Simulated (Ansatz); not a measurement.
## Electronic structure of W$_{9}$S$_{16}$ (cell charge +1, with a compensating background) (cell with a defect) in real space

Input

```
crystal:
  lattice:
    - [-3.154089167, -5.4630426888, 0.0]
    - [6.308178334, 0.0, 0.0]
    - [0.0, 0.0, 12.1448340132]
  atoms:
    - { symbol: W, position: [0.1719174828, 0.8284090674, 0.7323095442] }
    - { symbol: W, position: [0.17193363, 0.3428429961, 0.7323063115] }
    - { symbol: W, position: [0.6575378868, 0.8284236917, 0.7323126633] }
    - { symbol: W, position: [0.6671039769, 0.3332300754, 0.7433236785] }
    - { symbol: W, position: [0.3434322196, 0.1713504831, 0.2665545261] }
    - { symbol: W, position: [0.333803646, 0.6665294385, 0.2555337573] }
    - { symbol: W, position: [0.8289892552, 0.1713403161, 0.2665450129] }
    - { symbol: W, position: [0.8289895492, 0.6569124516, 0.266534098] }
    - { symbol: S, position: [0.1637586015, 0.8462703135, 0.133578629], spin: 0.143 }
    - { symbol: S, position: [0.1621168521, 0.3169005315, 0.1320590988], spin: 0.143 }
    - { symbol: S, position: [0.6814045387, 0.8425769179, 0.1322952425], spin: 0.143 }
    - { symbol: S, position: [0.6671021724, 0.3331693572, 0.1309346668] }
    - { symbol: S, position: [0.3396710349, 0.1694941301, 0.6082027196] }
    - { symbol: S, position: [0.3338071097, 0.6665666726, 0.6015134928] }
    - { symbol: S, position: [0.8308478104, 0.1695126469, 0.6082113689] }
    - { symbol: S, position: [0.8308549061, 0.6606680491, 0.6082066008] }
    - { symbol: S, position: [0.1700795758, 0.8302585667, 0.3906495715] }
    - { symbol: S, position: [0.1700837474, 0.3390905918, 0.3906548939] }
    - { symbol: S, position: [0.6612513628, 0.8302560054, 0.3906409101] }
    - { symbol: S, position: [0.6671594863, 0.3332257942, 0.3973503301] }
    - { symbol: S, position: [0.3191157583, 0.1564480074, 0.8647303849], spin: 0.143 }
    - { symbol: S, position: [0.3337892864, 0.6665577612, 0.8679103894] }
    - { symbol: S, position: [0.8435575022, 0.157698185, 0.8662511768], spin: 0.143 }
    - { symbol: S, position: [0.8386283974, 0.6802578108, 0.8625527221], spin: 0.143 }
    - { symbol: W, position: [-0.0019869265, -0.0019450881, 0.0002467801], spin: 0.143 }
  host:
    lattice:
      - [3.154089167, 0.0, 0.0]
      - [-1.5770445835, 2.7315213444, 0.0]
      - [0.0, 0.0, 12.1448340132]
    atoms:
      - { symbol: W, position: [0.3333333333, 0.6666666667, 0.75] }
      - { symbol: W, position: [0.6666666667, 0.3333333333, 0.25] }
      - { symbol: S, position: [0.3333333333, 0.6666666667, 0.1203422033] }
      - { symbol: S, position: [0.6666666667, 0.3333333333, 0.6203422033] }
      - { symbol: S, position: [0.3333333333, 0.6666666667, 0.3796577967] }
      - { symbol: S, position: [0.6666666667, 0.3333333333, 0.8796577967] }
total_charge: 1
basis:
  ecutwfc: 420
  xc_grid: 2
kpoints:
  mp_grid: { grid: [3, 3, 2], shift: [0.0, 0.0, 0.5] }
hamiltonian:
  xc: pbe
  dispersion: d3bj
scf:
  occupations: { method: gaussian, width: 0.01 }
output:
  forces: true
  stress: false
  eigenvalues: true
  populations: true
  charged_corrections:
    defect_position: [0.0, 0.0, 0.0]
    epsilon: [[14.17, 0.0, 0.0], [0.0, 14.17, 0.0], [0.0, 0.0, 6.6534]]
  write_density: true
  write_potential: true
  elf: true
  volumetric_format: npy
magnetization:
  spin_polarized: true
relax:
  adjacent_minimum: "off"
  f_tol: 0.025
  max_steps: 45
```

Run with:

```sh
ansatz run input.yaml --threads 4 --pin off --max-ram 10240MiB --backend cpu --events-out ev --progress --plain --runs-dir out
```

The fields are those of the run's last geometry, not of the input's.

Spin-polarised.

Level of theory: Ansatz, DFT PBE+D3(BJ), scalar-relativistic, plane waves, PAW.

In a PAW calculation such maps are meaningful between the atoms, not at the nuclei.

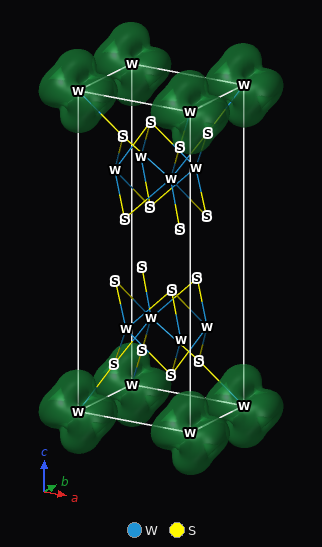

Figure 1. Isosurface of the spin density (up minus down) at +0.03 e/Å³ (green), seen slightly off an axis. Sticks mark near contacts.

Question: Which atoms carry the moments, and with what signs?

Answer: The spin density sits on W: +0.8 μB in one cell of 25 atoms: with much of the spin spread outside that site. The cell of the calculation (25 atoms) carries 1.4 μB of net spin moment.

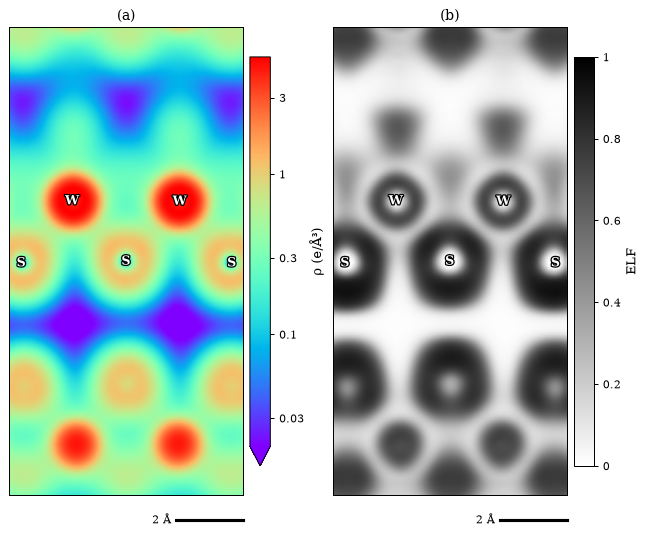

Figure 2. (a) valence pseudo-density; (b) ELF on the (011) plane of the calculation cell.

Question: What do the fields say about this system?

Answer:
- Atoms in the plane: W and S.
- Atoms just off the plane (W, 0.5 Å away and S, 0.4 Å away) can leave unmarked features too.
- W–S (2.41 Å): ρ at the midpoint is about 0.61 e/Å³; the ELF peaks at about 0.85 in the valence shell of S, 0.8 Å from its nucleus, and is about 0.45 at the midpoint.
- W–S (2.42 Å): the density is about 0.6 e/Å³ at the midpoint; the ELF peaks at about 0.85 in the valence shell of S, 0.8 Å from its nucleus, and is about 0.45 at the midpoint.
- Between the atoms the lowest density in this plane is 0.01 e/Å³.
- The features right at W lie inside the PAW spheres, where the map follows smoothed inner orbitals and isn't to be read closely.

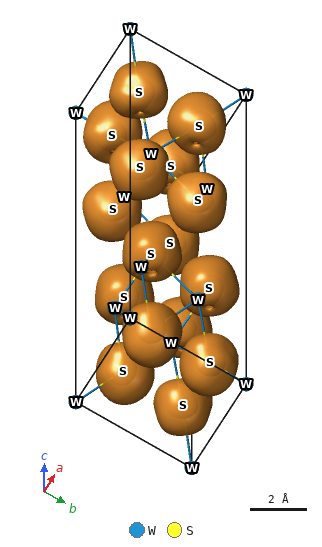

Figure 3. Isosurface of the ELF at 0.7 (orange), seen at an oblique angle. Core shells and regions of very low density are left out. Sticks mark near contacts.

Question: Identify the bonds, lone pairs and shells in this picture.

Answer: The ELF exceeds this value in 16 regions wrapped around S (the valence shell of each), counted in one cell of 25 atoms. Regions shared between cells count once. Along the contacts the grid gives the following. W–S (2.38 Å): the ELF peaks at about 0.85 in the valence shell of S, 0.8 Å from its nucleus, and is about 0.45 at the midpoint.

Question: Does the calculation give a band gap?

Answer: It is metallic or semimetallic at this level of theory: no gap opens.
